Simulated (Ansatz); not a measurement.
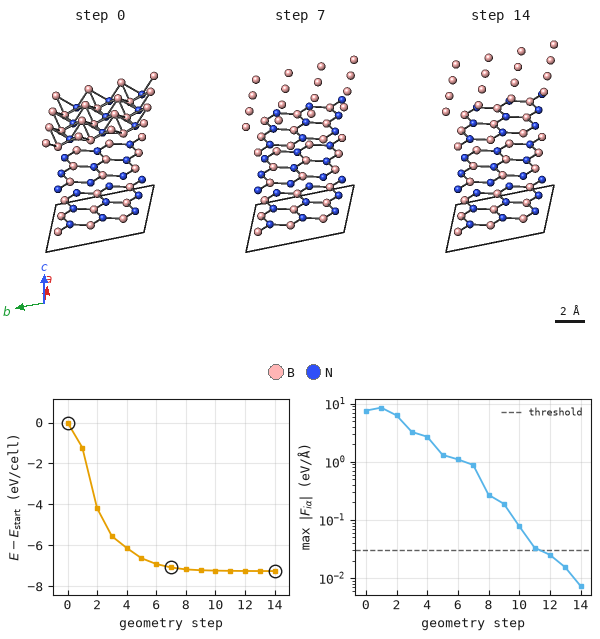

Frames of a constrained relaxation of a slab of composition B₄N₃ (cut from the P6_3/mmc phase), marked on the history of the run. The picture is a ball-and-stick view of the 3 × 3 repeat of the cell, outlined in the plane, without the vacuum, seen from a free direction.

Case: B put at a hollow N-B site. The slab is the (0 0 1) face of BN with B on it. 2 atoms are held fixed.

Method: DFT PBE+D3(BJ), scalar-relativistic, plane waves, PAW in Ansatz.

The input:
```yaml
crystal:
  lattice:
    - [2.506438148, 0.0, 0.0]
    - [-1.253219074, 2.1706391092, 0.0]
    - [0.0, 0.0, 25.616846055]
  atoms:
    - { symbol: B, position: [0.3333333333, 0.6666666667, 0.3318129008] }
    - { symbol: "N", position: [0.6666666667, 0.3333333333, 0.3318129008] }
    - { symbol: B, position: [0.6666666667, 0.3333333333, 0.4609631881] }
    - { symbol: "N", position: [0.3333333333, 0.6666666667, 0.4609631881] }
    - { symbol: B, position: [0.3333333333, 0.6666666667, 0.5901134754] }
    - { symbol: "N", position: [0.6666666667, 0.3333333333, 0.5901134754] }
    - { symbol: B, position: [0.0, 0.0, 0.6236851336], spin: 1.0 }
basis:
  ecutwfc: 420
kpoints:
  mp_grid: { grid: [12, 12, 1] }
hamiltonian:
  xc: pbe
  dispersion: d3bj
scf:
  occupations: { method: gaussian, width: 0.05 }
output:
  forces: true
  eigenvalues: true
  populations: true
  write_density: true
  write_potential: true
  elf: true
  volumetric_format: npy
magnetization:
  spin_polarized: true
relax:
  adjacent_minimum: "off"
  f_tol: 0.03
  max_steps: 70
  constraints: [{ sites: [0, 1] }]
efield:
  axis: 3
  dipole_correction: true
  ramp_width: 0.04
```

Command:
```bash
ansatz run input.yaml --threads 1 --pin off --max-ram 2560MiB --backend cpu --events-out ev --progress --plain --runs-dir out
```

Q: What happens along the run?

A: Over 14 geometry steps the energy falls by 7.248 eV per cell of the calculation. Largest force component: 7.6 eV/Å at the start, 0.0073 eV/Å at the end. The largest move is that of B7, 2.44 Å along the normal (+c). By element the largest moves are B 2.44 Å, N 0.02 Å. The cell doesn't change. Some distances before and after: N6–B7 1.683 → 3.587 Å, B5–B7 1.683 → 3.584 Å. Bonds break: B5–B7 (1.68 → 3.58 Å), N6–B7 (1.68 → 3.59 Å). The program noted that the starting moments weren't kept. The run took 2.3 min on 1 thread of AMD EPYC 9R45 96-Core Processor (Zen 5), on a shared host, peak memory 0.44 GiB. From step 0 to 7: B7 moves most (1.26 Å), energy −7.074 eV per cell of the calculation. From step 7 to 14: B7 moves most (1.18 Å), energy −0.174 eV per cell of the calculation.

```
step  E − E(0), meV/atom  largest force component, eV/Å
   0                0.00                         7.6012
   1             -174.69                         8.5497
   2             -597.89                         6.2924
   3             -792.74                         3.2648
   4             -874.28                         2.7035
   5             -946.01                         1.3171
   6             -986.45                         1.1016
   7            -1010.59                         0.8829
   8            -1023.91                         0.2708
   9            -1029.63                         0.1895
  10            -1032.48                         0.0781
  11            -1034.03                         0.0334
  12            -1034.93                         0.0251
  13            -1035.38                         0.0153
  14            -1035.48                         0.0073
```

Limits of the set-up: the periodic images lie only 2.5 Å apart, so the values are limited by the cell's size.
